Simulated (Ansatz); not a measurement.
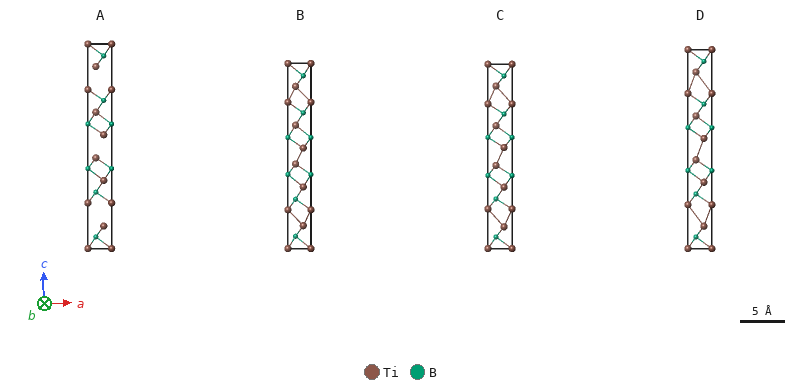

4 geometries from one relaxation of solid Ti3B2 (built on the tetradymite_166 type) (coarse preliminary run), in shuffled order. Style: ball-and-stick. Shown: the conventional cell (3 times the calculation's cell), along the b axis. Lengths and directions refer to the drawn axes.

Case: tetradymite type (R-3m, No. 166).

Computed with DFT PBE, scalar-relativistic, plane waves, PAW in Ansatz. Settings: plane-wave cutoff 420 eV; k-point mesh 6 × 6 × 6; occupations gaussian; smearing width 0.1 eV; no spin polarisation; cell and atoms relaxed; force threshold 0.04 eV/Å; at most 70 steps.

### Order the frames from highest to lowest energy.

B, C, D, A. They are steps 0, 1, 3, 10, at +1.100 eV per cell of the calculation, +0.267 eV per cell of the calculation, +31.2 meV per cell of the calculation relative to the last. After 8 accepted moves (10 points after the start) the energy has fallen by 1.100 eV per cell of the calculation. Largest force component: 2.4 eV/Å at the start, 0.0022 eV/Å at the end. Pressure: 19.50 GPa at the start and 0.00 GPa at the end. At 2 points the geometry stayed and the basis and grid were re-selected for the new cell (energy shift of 12.8 meV per cell of the calculation at most each time). The largest moves relative to the cell, 0.32 Å, are those of Ti atoms. Largest moves by element: Ti 0.32 Å, B 0.21 Å. Cell: a = b 3.057 → 3.147 Å (+3.0 %), c 21.256 → 23.487 Å (+10.5 %). Volume +17.1 %. Among the contacts that change: Ti–Ti 2.536 → 3.213 Å, Ti–Ti 3.057 → 3.147 Å, B–Ti 2.143 → 2.196 Å, Ti–Ti 3.169 → 3.164 Å. Among the angles between lasting bonds that change: Ti–B–Ti 85.0° → 87.9°, B–Ti–B 85.0° → 87.9°, B–Ti–B 95.0° → 92.1°. The space group stays R-3m (No. 166). The run took 42 s on 1 thread of Arm Neoverse V1, with other jobs on the host, peak memory 0.36 GiB.
